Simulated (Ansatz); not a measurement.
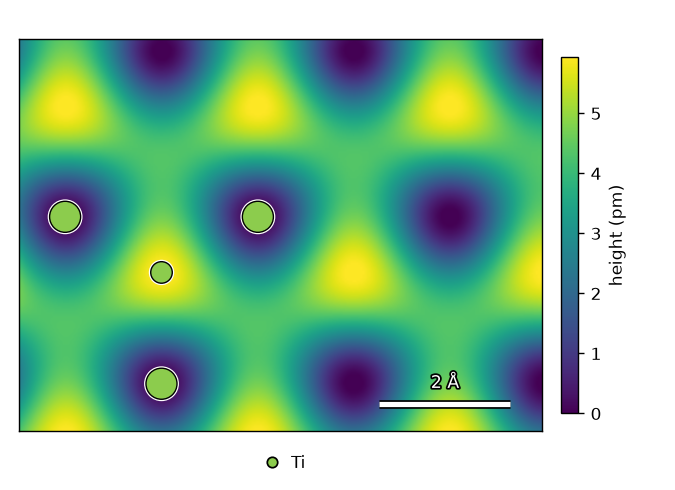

Constant-current image at a set point of 5.7 × 10⁻⁴ e/Å³ of Ti(001) (P6_3/mmc bulk, 5 atomic planes (those closer than 0.6 Å count as one), 9 Å), sample bias +1.00 V. The atoms seen from above are drawn over one corner (deeper ones smaller).

The STM signal is simulated in the Tersoff–Hamann approximation. Bias windows are sharp sums over the levels of the k mesh.

These are results of DFT PBE, scalar-relativistic, plane waves, PAW (Ansatz 0.2.0), not measurements. Cutoff 420 eV, 27 × 27 k-points, Gaussian smearing 0.1 eV, dipole correction. The slab is a cut without reconstruction beyond its cell, at the source's lattice constants, with its lower half held fixed and the rest relaxed. No spin polarisation. The run couldn't confirm all of its levels under its output density.

**Which atoms or sites appear bright, which dark, and how strong is the contrast?**

The brightest spots lie over the sites above the Ti atoms 2.2 Å below the top plane; the darkest points are over the top Ti atoms. The corrugation is 6 pm at a mean tip height of 3.5 Å. So weak a contrast (6 pm) depends on the k-mesh and on the tip.
